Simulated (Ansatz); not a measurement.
SiW3

Input

```
crystal:
  lattice:
    - [-2.5891531055, 2.5891531055, 2.5891531055]
    - [2.5891531055, -2.5891531055, 2.5891531055]
    - [2.5891531055, 2.5891531055, -2.5891531055]
  atoms:
    - { symbol: Si, position: [0.0, 0.0, 0.0] }
    - { symbol: W, position: [0.5, 0.5, 0.0] }
    - { symbol: W, position: [0.5, 0.0, 0.5] }
    - { symbol: W, position: [0.0, 0.5, 0.5] }
basis:
  ecutwfc: 500
kpoints:
  mp_grid: { grid: [10, 10, 10] }
hamiltonian:
  xc: r2scan
scf:
  occupations: { method: gaussian, width: 0.15 }
output:
  forces: true
  stress: true
  eigenvalues: true
  write_density: true
  write_potential: true
  elf: true
  volumetric_format: npy
```

Command:

```sh
ansatz run input.yaml --threads 2 --pin off --max-ram 5120MiB --backend cpu --events-out ev --progress --plain --runs-dir out
```

Below, planes, directions and counts refer to the conventional cell (a = 5.18 Å, b = 5.18 Å, c = 5.18 Å, α = 90.00°, β = 90.00°, γ = 90.00°).

Space group Im-3m; a structure from a database of computed crystals, not necessarily the ambient phase.

Theory: DFT r2SCAN, scalar-relativistic, plane waves, PAW (Ansatz 0.2.0).

> What will maps of the valence pseudo-density and electron localisation function show?

Si–W (2.59 Å): ρ at the midpoint is about 0.42 e/Å³; the ELF peaks at about 0.75 in the valence shell of Si, 0.9 Å from its nucleus, and is about 0.45 at the midpoint.
W–W (2.59 Å): ρ is about 0.56 e/Å³ halfway; the ELF is about 0.40 at the midpoint.

> Does the calculation give a band gap?

It is gapless in this calculation (a metal or semimetal).

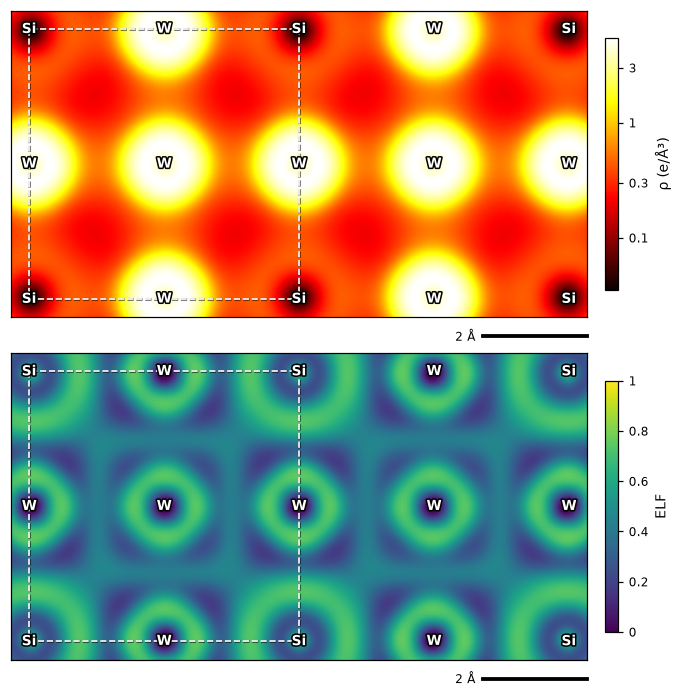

Computed valence pseudo-density and electron localisation function on the (100) plane of the conventional cell, in this order. 
